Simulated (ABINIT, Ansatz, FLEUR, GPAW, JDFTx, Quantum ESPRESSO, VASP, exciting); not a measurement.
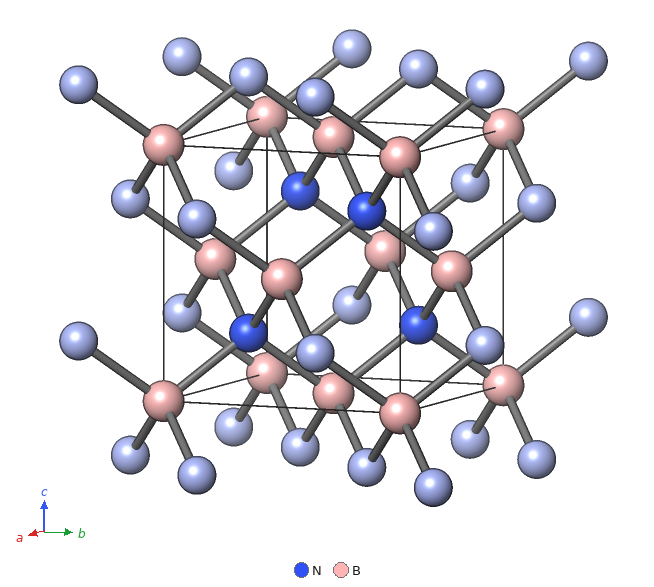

BN, zinc blende type, space group F-43m (No. 216), a = 3.626 Å, b = 3.626 Å, c = 3.626 Å, α = 90.00°, β = 90.00°, γ = 90.00°. The figure gives a ball-and-stick picture of the atoms, viewed slightly off an axis. Thin lines show the conventional unit cell, with boundary atoms drawn in all their periodic places. Periodic images bonded to atoms of the box are shown as well, in fainter colours. The cell is a structure listed in the Materials Project.

One fixed geometry in nine programs or potential sets. Alike in all runs: functional PBE; k mesh 13 × 13 × 13 on the run's cell of 2 atoms; occupations fermi-dirac, width 0.05 eV; no spin polarisation; no spin-orbit coupling. A dash marks a pressure that wasn't computed or isn't reliable.

| program | gap (eV) | pressure (GPa) |
| --- | --- | --- |
| exciting (all-electron) | 4.54 | - |
| VASP (PBE potentials, release 64 N, B) | 4.52 | -0.2 |
| Quantum ESPRESSO (SSSP 1.3 efficiency) | 4.54 | -1.8 |
| Ansatz (Ansatz PAW soft_1) | 4.53 | -0.6 |
| GPAW (PAW data 1.2.1) | 4.53 | -1.6 |
| FLEUR (all-electron) | 4.53 | - |
| ABINIT (JTH PAW PBE v2.0) | 4.52 | -0.4 |
| JDFTx (PseudoDojo 0.5 standard with smoothed tails) | ? | ? |
| JDFTx (PseudoDojo 0.5 standard) | 4.60 | -0.8 |

### What does JDFTx (PseudoDojo 0.5 standard with smoothed tails) give?

A gap of 4.60 eV and a pressure of -0.7 GPa. The other rows span 4.52 to 4.60 eV and -1.8 to -0.2 GPa.

### Is this cell larger or smaller than the equilibrium cell of this functional?

Larger: all pressures given are negative (-1.8 to -0.2 GPa), so its volume would shrink, by the pressure over the bulk modulus to first order.

Gaps are the least found on the k-mesh, which misses some points of high symmetry; where the band edges lie there, the true gap is smaller, at times by an eV. Plane-wave pressures hold the error of each finite cutoff.

Notes on single rows: Ansatz (Ansatz PAW soft_1): the pressure holds a Pulay correction of +0.6 GPa for the finite cutoff; JDFTx (PseudoDojo 0.5 standard): the empty levels aren't tightly converged.

Caveat: semilocal functionals give gaps below the measured ones.
